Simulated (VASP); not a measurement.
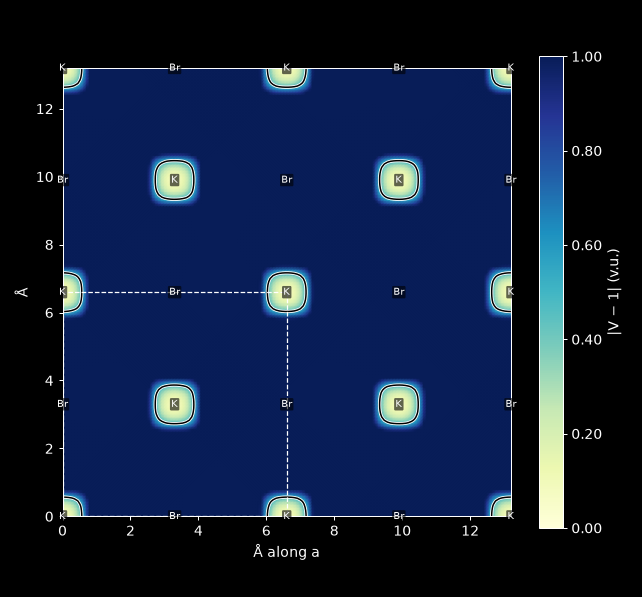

Bond-valence mismatch |V − 1| for K+ in KBr in space group Fm-3m on the section z = 0.000 (parallel to a and b; the dashed line is one cell); the black line is the 0.5 v.u. contour, and values above the scale's top are cut off.

At each point the valence sum V of a K+ ion is computed from the anions within 5 Å (s = exp((R0 − d)/b), R0 fitted to published crystal structures with b = 0.37 Å; R0: K+–Br 2.661 Å). The other K+ ions are ignored. This is an empirical screen for pathways, not an energy calculation.

The cell is taken from an entry of the Crystallography Open Database, as set up for an electronic-structure calculation.

```xyz
8
Lattice="6.6000 0.0000 0.0000 0.0000 6.6000 0.0000 0.0000 0.0000 6.6000" Properties=species:S:1:pos:R:3 pbc="T T T"
Br    3.3000    0.0000    0.0000
K     0.0000    0.0000    0.0000
Br    3.3000    3.3000    3.3000
K     0.0000    3.3000    3.3000
Br    0.0000    0.0000    3.3000
K     3.3000    0.0000    3.3000
Br    0.0000    3.3000    0.0000
K     3.3000    3.3000    0.0000
```

### In the whole crystal, how are the regions below 0.5 v.u. connected (counting the regions that come within 0.6 Å of a K site)?

No path at this level: the regions are isolated pockets that do not connect across cells.

### At which mismatch do paths open?

No path opens below 0.7 v.u. These are grid estimates, good to about 0.1 v.u.

### What is the valence sum at the K sites themselves?

1.07 v.u., against the formal 1.
